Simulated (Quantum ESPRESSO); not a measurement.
**Workfunction calculation, with input and output: MoP (part 1 of 3)**

The run: workfunction calculation of MoP (slab, 8 atoms in the cell). Method and program: Kohn-Sham DFT of a periodic cell, PBE, PseudoDojo 0.4.1 SR PBE standard, no spin polarisation (Quantum ESPRESSO 7.5).

The structure derives from an entry of the Crystallography Open Database.

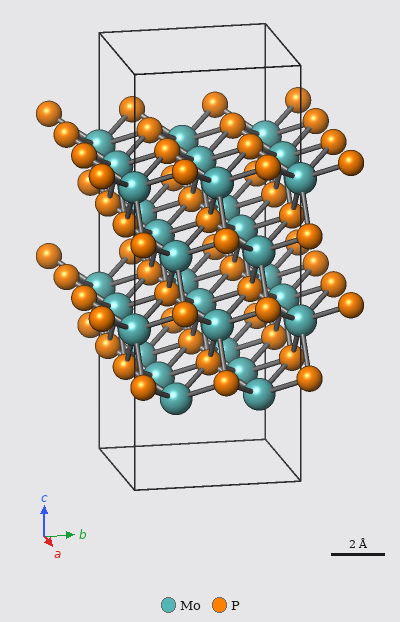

Figure 1. The input geometry (ball-and-stick view of the 2 × 2 repeat of the cell, with the vacuum cut short, seen slightly off an axis; bonded neighbours outside the cell are drawn too). An atom can appear more than once, as a periodic image. Near neighbours in the periodic cell (some may lie outside the picture): Mo has 4 P at 2.45 Å; P has 6 Mo at 2.45 Å; Mo has 6 P at 2.45 Å; P has 4 Mo at 2.45 Å.

**Summary**

- outcome: converged
- electrons treated: 76
- free energy: −8405.6809 eV
- work function, top face: 5.12 eV
- work function, bottom face: 4.40 eV
- Fermi energy: 5.412 eV
- gap on the k-point mesh: none (metallic)
- work function (upper face): 5.12 eV
- largest force (length of the vector): 1.705 eV/Å
- hardware: 1 thread of Intel Xeon (Granite Rapids), 16 GiB of memory available, shared host
- wall time: 23 min
- peak memory: 0.79 GiB

**Notes**

Notes on the run: negative rho.

**The input**
```
&CONTROL
  calculation = 'scf'
  prefix = 'pwscf'
  outdir = './tmp'
  pseudo_dir = './pseudo'
  tprnfor = .true.
  disk_io = 'low'
  tefield = .true.
  dipfield = .true.
/
&SYSTEM
  ibrav = 0
  celldm(1) = 8
  nat = 8
  ntyp = 2
  ecutwfc = 80
  nbnd = 50
  occupations = 'smearing'
  smearing = 'fd'
  degauss = 0.00367493
  edir = 3
  emaxpos = 0.9794
  eopreg = 0.0411
  eamp = 0
/
&ELECTRONS
  conv_thr = 8d-09
  electron_maxstep = 150
  mixing_beta = 0.3
  mixing_mode = 'local-TF'
/
ATOMIC_SPECIES
Mo    95.9500 Mo.upf
P     30.9738 P.upf
CELL_PARAMETERS alat
  0.7537645079601   0.0000000000000   0.0000000000000
  0.0000000000000   0.7613234250960   0.0000000000000
  0.0000000000000   0.0000000000000   5.7409879057266
ATOMIC_POSITIONS crystal
Mo     0.0000000000    0.5000000000    0.3085911817
P      0.5000000000    0.0000000000    0.3468729453
Mo     0.0000000000    0.0000000000    0.4234364727
P      0.5000000000    0.5000000000    0.4617182363
Mo     0.0000000000    0.5000000000    0.5382817637
P      0.5000000000    0.0000000000    0.5765635273
Mo     0.0000000000    0.0000000000    0.6531270547
P      0.5000000000    0.5000000000    0.6914088183
K_POINTS automatic
8 8 1 0 0 0
```

**File pp_density.in**
```
&INPUTPP
  prefix = 'pwscf'
  outdir = './tmp'
  filplot = 'density.dat'
  plot_num = 0
/
&PLOT
  nfile = 1
  filepp(1) = 'density.dat'
  iflag = 3
  output_format = 6
  fileout = 'density.cube'
/
```

**File pp_potential.in**
```
&INPUTPP
  prefix = 'pwscf'
  outdir = './tmp'
  filplot = 'potential.dat'
  plot_num = 11
/
&PLOT
  nfile = 1
  filepp(1) = 'potential.dat'
  iflag = 3
  output_format = 6
  fileout = 'potential.cube'
/
```

**File pp_elf.in**
```
&INPUTPP
  prefix = 'pwscf'
  outdir = './tmp'
  filplot = 'elf.dat'
  plot_num = 8
/
&PLOT
  nfile = 1
  filepp(1) = 'elf.dat'
  iflag = 3
  output_format = 6
  fileout = 'elf.cube'
/
```

Launched with:
```bash
OMP_NUM_THREADS=1 pw.x -in pw.in > pw.out
OMP_NUM_THREADS=1 pp.x -in pp_density.in > pp_density.out
OMP_NUM_THREADS=1 pp.x -in pp_potential.in > pp_potential.out
OMP_NUM_THREADS=1 pp.x -in pp_elf.in > pp_elf.out
```

**What the program printed**
```
This program is part of the open-source Quantum ESPRESSO suite
     for quantum simulation of materials; please cite
         "P. Giannozzi et al., J. Phys.:Condens. Matter 21 395502 (2009);
         "P. Giannozzi et al., J. Phys.:Condens. Matter 29 465901 (2017);
         "P. Giannozzi et al., J. Chem. Phys. 152 154105 (2020);
          URL
     in publications or presentations arising from this work. More details at

     Presently no symmetry can be used with electric field

     G-vector sticks info
     --------------------
     sticks:   dense  smooth     PW     G-vecs:    dense   smooth      PW
     Sum         945     945    277               163253   163253   25865

     Using Slab Decomposition

     bravais-lattice index     =            0
     lattice parameter (alat)  =       8.0000  a.u.
     unit-cell volume          =    1686.7918 (a.u.)^3
     number of atoms/cell      =            8
     number of atomic types    =            2
     number of electrons       =        76.00
     number of Kohn-Sham states=           50
     kinetic-energy cutoff     =      80.0000  Ry
     charge density cutoff     =     320.0000  Ry
     scf convergence threshold =      8.0E-09
     mixing beta               =       0.3000
     number of iterations used =            8  local-TF  mixing
     Exchange-correlation= PBE
                           (   1   4   3   4   0   0   0)

     celldm(1)=   8.000000  celldm(2)=   0.000000  celldm(3)=   0.000000
     celldm(4)=   0.000000  celldm(5)=   0.000000  celldm(6)=   0.000000

     crystal axes: (cart. coord. in units of alat)
               a(1) = (   0.753765   0.000000   0.000000 )
               a(2) = (   0.000000   0.761323   0.000000 )
               a(3) = (   0.000000   0.000000   5.740988 )

     reciprocal axes: (cart. coord. in units 2 pi/alat)
               b(1) = (  1.326674  0.000000  0.000000 )
               b(2) = (  0.000000  1.313502  0.000000 )
               b(3) = (  0.000000  0.000000  0.174186 )

     PseudoPot. # 1 for Mo read from file:
     Mo.upf
     Pseudo is Norm-conserving + core correction, Zval = 14.0
     Generated using ONCVPSP code by D. R. Hamann
     Using radial grid of 1640 points,  6 beta functions with:
                l(1) =   0
                l(2) =   0
                l(3) =   1
                l(4) =   1
                l(5) =   2
                l(6) =   2

     PseudoPot. # 2 for P  read from file:
     P.upf
     Pseudo is Norm-conserving + core correction, Zval =  5.0
     Generated using ONCVPSP code by D. R. Hamann
     Using radial grid of 1298 points,  6 beta functions with:
                l(1) =   0
                l(2) =   0
                l(3) =   1
                l(4) =   1
                l(5) =   2
                l(6) =   2

     atomic species   valence    mass     pseudopotential
     Mo               14.00    95.95000     Mo( 1.00)
     P                 5.00    30.97380     P ( 1.00)

     No symmetry found

   Cartesian axes

     site n.     atom                  positions (alat units)
         1        Mo     tau(   1) = (   0.0000000   0.3806617   1.7716182  )
         2        P      tau(   2) = (   0.3768823   0.0000000   1.9913934  )
         3        Mo     tau(   3) = (   0.0000000   0.0000000   2.4309437  )
         4        P      tau(   4) = (   0.3768823   0.3806617   2.6507188  )
         5        Mo     tau(   5) = (   0.0000000   0.3806617   3.0902691  )
         6        P      tau(   6) = (   0.3768823   0.0000000   3.3100442  )
         7        Mo     tau(   7) = (   0.0000000   0.0000000   3.7495945  )
         8        P      tau(   8) = (   0.3768823   0.3806617   3.9693697  )

     number of k points=    34  Fermi-Dirac smearing, width (Ry)=  0.0037
                       cart. coord. in units 2pi/alat
        k(    1) = (   0.0000000   0.0000000   0.0000000), wk =   0.0312500
        k(    2) = (   0.0000000   0.1641878   0.0000000), wk =   0.0625000
        k(    3) = (   0.0000000   0.3283756   0.0000000), wk =   0.0625000
        k(    4) = (   0.0000000   0.4925633   0.0000000), wk =   0.0625000
        k(    5) = (   0.0000000  -0.6567511   0.0000000), wk =   0.0312500
        k(    6) = (   0.1658343   0.0000000   0.0000000), wk =   0.0625000
        k(    7) = (   0.1658343   0.1641878   0.0000000), wk =   0.0625000
        k(    8) = (   0.1658343   0.3283756   0.0000000), wk =   0.0625000
        k(    9) = (   0.1658343   0.4925633   0.0000000), wk =   0.0625000
        k(   10) = (   0.1658343  -0.6567511   0.0000000), wk =   0.0625000
        k(   11) = (   0.1658343  -0.4925633   0.0000000), wk =   0.0625000
        k(   12) = (   0.1658343  -0.3283756   0.0000000), wk =   0.0625000
        k(   13) = (   0.1658343  -0.1641878   0.0000000), wk =   0.0625000
        k(   14) = (   0.3316686   0.0000000   0.0000000), wk =   0.0625000
        k(   15) = (   0.3316686   0.1641878   0.0000000), wk =   0.0625000
        k(   16) = (   0.3316686   0.3283756   0.0000000), wk =   0.0625000
        k(   17) = (   0.3316686   0.4925633   0.0000000), wk =   0.0625000
        k(   18) = (   0.3316686  -0.6567511   0.0000000), wk =   0.0625000
        k(   19) = (   0.3316686  -0.4925633   0.0000000), wk =   0.0625000
        k(   20) = (   0.3316686  -0.3283756   0.0000000), wk =   0.0625000
        k(   21) = (   0.3316686  -0.1641878   0.0000000), wk =   0.0625000
        k(   22) = (   0.4975029   0.0000000   0.0000000), wk =   0.0625000
        k(   23) = (   0.4975029   0.1641878   0.0000000), wk =   0.0625000
        k(   24) = (   0.4975029   0.3283756   0.0000000), wk =   0.0625000
        k(   25) = (   0.4975029   0.4925633   0.0000000), wk =   0.0625000
        k(   26) = (   0.4975029  -0.6567511   0.0000000), wk =   0.0625000
        k(   27) = (   0.4975029  -0.4925633   0.0000000), wk =   0.0625000
        k(   28) = (   0.4975029  -0.3283756   0.0000000), wk =   0.0625000
        k(   29) = (   0.4975029  -0.1641878   0.0000000), wk =   0.0625000
        k(   30) = (  -0.6633371   0.0000000   0.0000000), wk =   0.0312500
        k(   31) = (  -0.6633371   0.1641878   0.0000000), wk =   0.0625000
        k(   32) = (  -0.6633371   0.3283756   0.0000000), wk =   0.0625000
        k(   33) = (  -0.6633371   0.4925633   0.0000000), wk =   0.0625000
        k(   34) = (  -0.6633371  -0.6567511   0.0000000), wk =   0.0312500

     Dense  grid:   163253 G-vectors     FFT dimensions: (  36,  36, 270)

     Initial potential from superposition of free atoms

     starting charge      75.9937, renormalised to      76.0000

     negative rho (up, down):  3.582E-05 0.000E+00

     Adding external electric field

     Computed dipole along edir(3) :
        Dipole               -0.0019 Ry au,         -0.0049 Debye
        Dipole field         -0.0000 Ry au,

        Potential amp.        0.0013 Ry
        Total length         44.0403 bohr

     Starting wfcs are   56 randomized atomic wfcs

     Self-consistent Calculation

     iteration #  1     ecut=    80.00 Ry     beta= 0.30
     Davidson diagonalization with overlap
     ethr =  1.00E-02,  avg # of iterations =  3.6

     Adding external electric field

     Computed dipole along edir(3) :
        Dipole               -0.0242 Ry au,         -0.0614 Debye
        Dipole field         -0.0002 Ry au,

        Potential amp.        0.0159 Ry
        Total length         44.0403 bohr

     total energy              =    -617.89325435 Ry
     estimated scf accuracy    <       2.41102709 Ry

     iteration #  2     ecut=    80.00 Ry     beta= 0.30
     Davidson diagonalization with overlap
     ethr =  3.17E-03,  avg # of iterations =  1.0

     Adding external electric field

     Computed dipole along edir(3) :
        Dipole               -0.0424 Ry au,         -0.1077 Debye
        Dipole field         -0.0003 Ry au,

        Potential amp.        0.0278 Ry
        Total length         44.0403 bohr

     total energy              =    -617.81485738 Ry
     estimated scf accuracy    <       0.73518132 Ry

     iteration #  3     ecut=    80.00 Ry     beta= 0.30
     Davidson diagonalization with overlap
     ethr =  9.67E-04,  avg # of iterations =  1.3

     Adding external electric field

     Computed dipole along edir(3) :
        Dipole               -0.0684 Ry au,         -0.1740 Debye
        Dipole field         -0.0005 Ry au,

        Potential amp.        0.0449 Ry
        Total length         44.0403 bohr

     total energy              =    -617.76626439 Ry
     estimated scf accuracy    <       0.28363612 Ry

     iteration #  4     ecut=    80.00 Ry     beta= 0.30
     Davidson diagonalization with overlap
     ethr =  3.73E-04,  avg # of iterations =  3.4

     Adding external electric field

     Computed dipole along edir(3) :
        Dipole               -0.0779 Ry au,         -0.1980 Debye
        Dipole field         -0.0006 Ry au,

        Potential amp.        0.0511 Ry
        Total length         44.0403 bohr

     total energy              =    -617.80504379 Ry
     estimated scf accuracy    <       0.09771395 Ry

     iteration #  5     ecut=    80.00 Ry     beta= 0.30
     Davidson diagonalization with overlap
     ethr =  1.29E-04,  avg # of iterations =  2.2

     Adding external electric field

     Computed dipole along edir(3) :
        Dipole               -0.1138 Ry au,         -0.2894 Debye
        Dipole field         -0.0008 Ry au,

        Potential amp.        0.0747 Ry
        Total length         44.0403 bohr

     total energy              =    -617.80282767 Ry
     estimated scf accuracy    <       0.04060664 Ry

     iteration #  6     ecut=    80.00 Ry     beta= 0.30
     Davidson diagonalization with overlap
     ethr =  5.34E-05,  avg # of iterations =  5.5

     Adding external electric field

     Computed dipole along edir(3) :
        Dipole               -0.1071 Ry au,         -0.2723 Debye
        Dipole field         -0.0008 Ry au,

        Potential amp.        0.0703 Ry
        Total length         44.0403 bohr

     total energy              =    -617.80437210 Ry
     estimated scf accuracy    <       0.02966181 Ry

     iteration #  7     ecut=    80.00 Ry     beta= 0.30
     Davidson diagonalization with overlap
     ethr =  3.90E-05,  avg # of iterations =  1.9

     Adding external electric field

     Computed dipole along edir(3) :
        Dipole               -0.1293 Ry au,         -0.3286 Debye
        Dipole field         -0.0010 Ry au,

        Potential amp.        0.0848 Ry
        Total length         44.0403 bohr

     total energy              =    -617.80655339 Ry
     estimated scf accuracy    <       0.00559156 Ry

     iteration #  8     ecut=    80.00 Ry     beta= 0.30
     Davidson diagonalization with overlap
     ethr =  7.36E-06,  avg # of iterations =  5.7

     Adding external electric field

     Computed dipole along edir(3) :
        Dipole               -0.1396 Ry au,         -0.3548 Debye
        Dipole field         -0.0010 Ry au,

        Potential amp.        0.0916 Ry
        Total length         44.0403 bohr

     total energy              =    -617.80651480 Ry
     estimated scf accuracy    <       0.00463382 Ry

     iteration #  9     ecut=    80.00 Ry     beta= 0.30
     Davidson diagonalization with overlap
     ethr =  6.10E-06,  avg # of iterations =  1.9

     Adding external electric field

     Computed dipole along edir(3) :
        Dipole               -0.1259 Ry au,         -0.3201 Debye
        Dipole field         -0.0009 Ry au,

        Potential amp.        0.0826 Ry
        Total length         44.0403 bohr

     total energy              =    -617.80564243 Ry
     estimated scf accuracy    <       0.00294781 Ry

     iteration # 10     ecut=    80.00 Ry     beta= 0.30
     Davidson diagonalization with overlap
     c_bands:  1 eigenvalues not converged
     ethr =  3.88E-06,  avg # of iterations =  3.3

     Adding external electric field

     Computed dipole along edir(3) :
        Dipole               -0.1261 Ry au,         -0.3204 Debye
        Dipole field         -0.0009 Ry au,

        Potential amp.        0.0827 Ry
        Total length         44.0403 bohr

     total energy              =    -617.80622457 Ry
     estimated scf accuracy    <       0.00843649 Ry

     iteration # 11     ecut=    80.00 Ry     beta= 0.30
     Davidson diagonalization with overlap
     ethr =  3.88E-06,  avg # of iterations =  1.0

     Adding external electric field

     Computed dipole along edir(3) :
        Dipole               -0.1230 Ry au,         -0.3125 Debye
        Dipole field         -0.0009 Ry au,

        Potential amp.        0.0807 Ry
        Total length         44.0403 bohr

     total energy              =    -617.80613363 Ry
     estimated scf accuracy    <       0.00797976 Ry

     iteration # 12     ecut=    80.00 Ry     beta= 0.30
     Davidson diagonalization with overlap
     ethr =  3.88E-06,  avg # of iterations =  1.0

     Adding external electric field

     Computed dipole along edir(3) :
        Dipole               -0.0773 Ry au,         -0.1965 Debye
        Dipole field         -0.0006 Ry au,

        Potential amp.        0.0507 Ry
        Total length         44.0403 bohr

     total energy              =    -617.80610708 Ry
     estimated scf accuracy    <       0.00553133 Ry

     iteration # 13     ecut=    80.00 Ry     beta= 0.30
     Davidson diagonalization with overlap
     ethr =  3.88E-06,  avg # of iterations =  1.3

     negative rho (up, down):  2.651E-05 0.000E+00

     Adding external electric field

     Computed dipole along edir(3) :
        Dipole               -0.0668 Ry au,         -0.1699 Debye
        Dipole field         -0.0005 Ry au,
```
